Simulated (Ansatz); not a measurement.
Rh (slab)

The calculation's input:

```
crystal:
  lattice:
    - [2.7082034589, 0.0, 0.0]
    - [0.0, 2.7082034589, 0.0]
    - [0.0, 0.0, 26.4899341837]
  atoms:
    - { symbol: Rh, position: [0.5, 0.5, 0.2831264113] }
    - { symbol: Rh, position: [0.0, 0.0, 0.3554176075] }
    - { symbol: Rh, position: [0.5, 0.5, 0.4277088038] }
    - { symbol: Rh, position: [0.0, 0.0, 0.5] }
    - { symbol: Rh, position: [0.5, 0.5, 0.5722911962] }
    - { symbol: Rh, position: [0.0, 0.0, 0.6445823925] }
    - { symbol: Rh, position: [0.5, 0.5, 0.7168735887] }
basis:
  ecutwfc: 420
kpoints:
  mp_grid: { grid: [13, 13, 1] }
hamiltonian:
  xc: pbe
scf:
  occupations: { method: gaussian, width: 0.1 }
output:
  forces: true
  stress: true
  eigenvalues: true
  write_density: true
  write_potential: true
  elf: true
  volumetric_format: npy
efield:
  axis: 3
  dipole_correction: true
```

Launched as:

```sh
ansatz run input.yaml --threads 1 --pin off --max-ram 2560MiB --backend cpu --events-out ev --progress --plain --runs-dir out
```

Not relaxed (largest force 0.5 eV/Å); computed without spin polarisation.

Theory: DFT PBE, scalar-relativistic, plane waves, PAW (Ansatz).

**What will maps of the valence pseudo-density and electron localisation function show?**

Rh–Rh (2.71 Å): ρ is about 0.35 e/Å³ halfway; the ELF is about 0.25 at the midpoint; no localised pair shows between them.

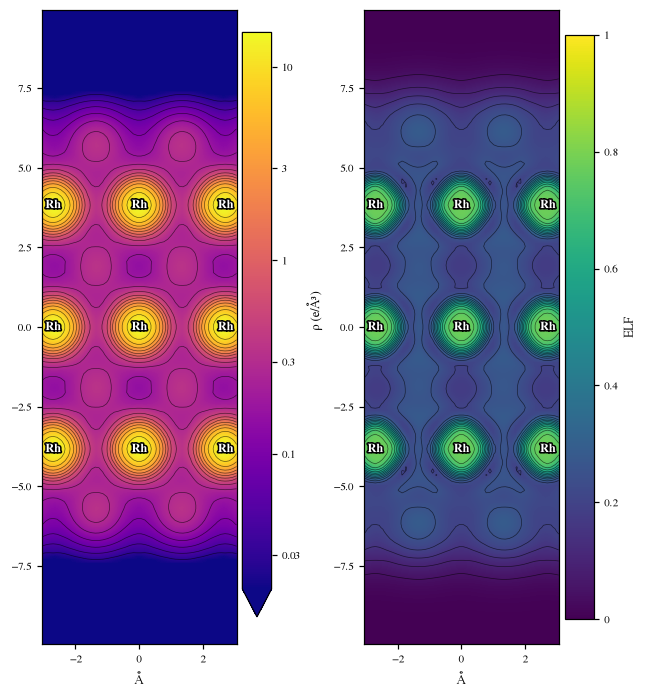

Computed valence pseudo-density and electron localisation function on the (010) plane of the calculation cell, a cut from vacuum to vacuum, in this order. 

Core electrons are frozen (PAW), and the valence fields are smoothed inside the atomic spheres.
